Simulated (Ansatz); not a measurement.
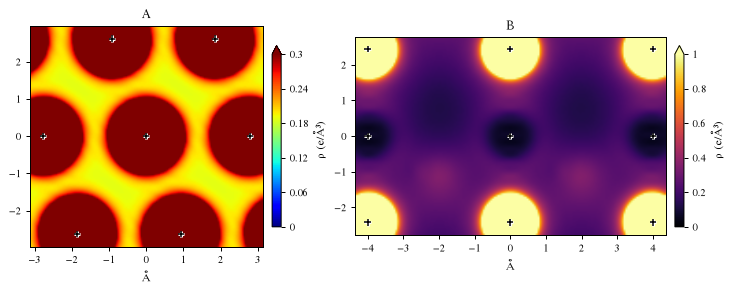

The valence electron density of 2 systems, each on a plane through atoms (crosses mark nuclei in the plane).

These are results of DFT PBEsol, scalar-relativistic, plane waves, PAW (Ansatz 0.2.0), not measurements.

System 1: Ti, the (010) plane of the calculation cell. Space group Im-3m; computed without spin polarisation.

```
Ti
1.0
     3.21023    3.21023   -3.21023
    -3.21023   -3.21023   -3.21023
    -3.21023    3.21023    3.21023
Ti
8
Direct
  0.00000 0.50000 0.00000
  0.50000 0.50000 0.00000
  0.00000 0.50000 0.50000
  0.50000 0.50000 0.50000
  0.00000 0.00000 0.00000
  0.50000 0.00000 0.00000
  0.00000 0.00000 0.50000
  0.50000 0.00000 0.50000
```

System 2: Al3Ni2, the (100) plane of the conventional cell. Space group P-3m1; a structure from a database of computed crystals, not necessarily the ambient phase; computed without spin polarisation.

```xyz
5
Lattice="4.0031 0.0000 0.0000 -2.0016 3.4668 0.0000 0.0000 0.0000 4.8595" Properties=species:S:1:pos:R:3 pbc="T T T"
Al    0.0000    0.0000    0.0000
Al    0.0000    2.3112    3.1479
Al    2.0016    1.1556    1.7116
Ni    0.0000    2.3112    0.7074
Ni    2.0016    1.1556    4.1521
```

Match each panel to its system.

Panel A is system 1, Ti: the plane holds Ti. Ti–Ti (2.78 Å): ρ is about 0.2 e/Å³ halfway. Panel B is system 2, Al3Ni2: the plane holds Al and Ni. Al–Ni (2.42 Å): ρ at the midpoint is about 0.34 e/Å³.
